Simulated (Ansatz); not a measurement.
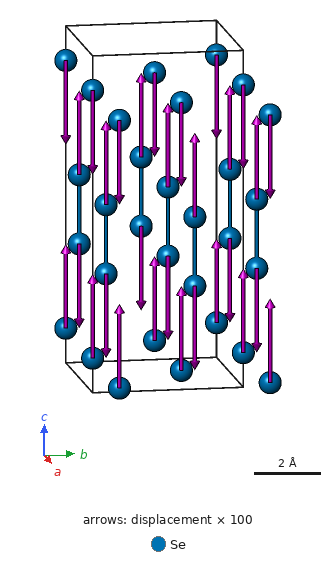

This is a relaxation of a crystal of Se (built on the iodine_64 type). The starting structure is drawn; purple arrows show the displacements (the part carried along by the change of the cell is left out), magnified 100 times.

The picture is a ball-and-stick view of the conventional cell (4 times the calculation's cell), repeated 2 × 1 × 1 with one cell outlined, seen slightly off an axis. Lengths and directions refer to the drawn axes.

Case: iodine type (Cmce, No. 64).

Method: DFT r2SCAN, scalar-relativistic, plane waves, PAW (Ansatz).

The input:
```yaml
crystal:
  lattice:
    - [0.0, 2.3390936877, 5.2531863844]
    - [2.3058277083, 0.0, 5.2531863844]
    - [2.3058277083, 2.3390936877, 0.0]
  atoms:
    - { symbol: Se, position: [0.102547317, 0.102547317, 0.897452683] }
    - { symbol: Se, position: [0.897452683, 0.897452683, 0.102547317] }
basis:
  ecutwfc: 500
kpoints:
  mp_grid: { grid: [18, 18, 18] }
hamiltonian:
  xc: r2scan
scf:
  occupations: { method: gaussian, width: 0.1 }
output:
  forces: true
  stress: true
  eigenvalues: true
relax:
  adjacent_minimum: "off"
  f_tol: 0.01
  max_steps: 80
  cell: { stress_tol: 0.05 }
```

> What happened in the run?

The largest moves relative to the cell, 0.026 Å, are those of Se1 and Se2. Se1 goes along +c. The drawn cell changes as follows: a 4.612 → 4.658 Å (+1.0 %), b 4.678 → 4.721 Å (+0.9 %), c 10.506 → 10.267 Å (−2.3 %); the volume changes by −0.4 %. The space group stays Fmmm (No. 69). After 3 accepted moves (4 points after the start) the energy has fallen by 2.5 meV per atom. The largest force component goes from 0.044 to 0.0039 eV/Å. The pressure goes from 0.39 to 0.00 GPa. The SCF was repeated once at an unchanged geometry on a basis and grid sized afresh for the cell, which shifted the energy by less than 0.05 meV per atom at most. The run took of the order of 7 core-minutes on a shared host.
